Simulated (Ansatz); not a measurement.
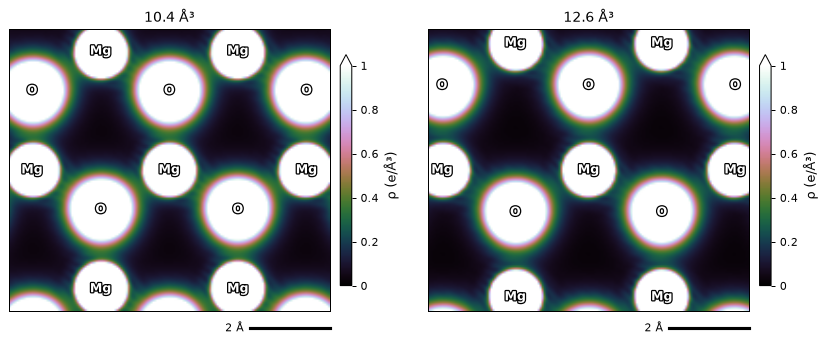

MgO. The valence pseudo-density of cells scaled evenly to different volumes (given per atom above each panel), on the (001) plane of each (indices in the axes of the cell below), at one length scale and on one colour scale.

A structure from a database of computed crystals, not necessarily the ambient phase; PAW files of the earlier set (soft_1).

Computed with DFT PBEsol, scalar-relativistic, plane waves, PAW in Ansatz 0.2.0.

In a PAW calculation such maps are meaningful between the atoms, not at the nuclei.

The largest cell:

```xyz
4
Lattice="3.6695 0.0000 0.0000 -1.8348 3.1779 0.0000 0.0000 0.0000 4.3345" Properties=species:S:1:pos:R:3 pbc="T T T"
Mg    1.8348    1.0593    3.2509
Mg    0.0000    2.1186    1.0836
O     1.8348    1.0593    1.0836
O     0.0000    2.1186    3.2509
```

| volume (Å³/atom) | Mg–O contact in the plane (Å) | ρ at its midpoint (e/Å³) | pressure (GPa) | gap on the mesh (eV) | 
| --- | --- | --- | --- | --- |
| 10.37 | 1.984 | 0.436 | 10.3 | 3.63 | 
| 10.91 | 2.018 | ? | ? | ? | 
| 12.64 | 2.119 | 0.329 | −12.9 | 2.68 | 

### Estimate the missing row, and compare with the calculation.

Over the known rows ln ρ falls by 2.09 per Å of Mg–O distance (the line through the two), which gives 0.406 e/Å³ at 2.018 Å; the calculation gives 0.404 e/Å³. For the pressure, a straight line in volume between the neighbouring rows gives 4.8 GPa; the calculation gives 2.4, lower because pressure rises ever faster on compression. For the gap on the mesh, a straight line in volume between the neighbouring rows gives 3.40 eV; the calculation gives 3.38.
